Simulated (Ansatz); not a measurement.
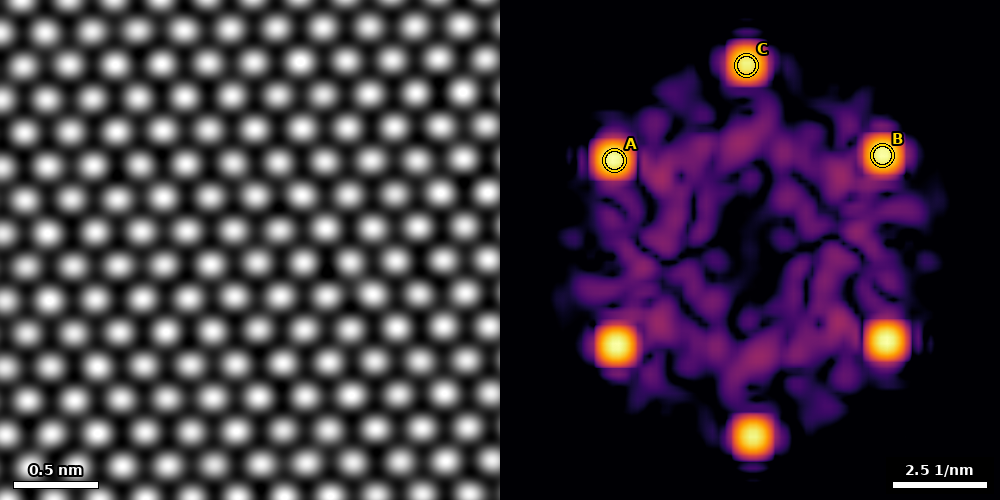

Phase-contrast TEM-like image of a crystal. Simulated in the weak-phase-object approximation with neutral-atom potentials: 80 kV, Cs = −40 µm, defocus +155 Å (negative is underfocus), defocus spread 12 Å, aperture 0.65 1/Å. The speckle of an amorphous layer was added.

The right panel is the modulus of the image's Fourier transform on a logarithmic scale.

### Which lattice spacings do the marked spots stand for, and what angle do A and B enclose?

A: 2.3 Å, B: 2.3 Å, C: 2.0 Å; A and B enclose about 111°.

The crystal is W (R-3m, No. 166) along [211]; the spots are (0 -1 1), (-1 1 1) and (-1 0 2). Atomic positions: the geometry relaxed with DFT r2SCAN, scalar-relativistic, plane waves, PAW (Ansatz 0.2.0); the starting structure was generated, so it need not be a known form of this composition.
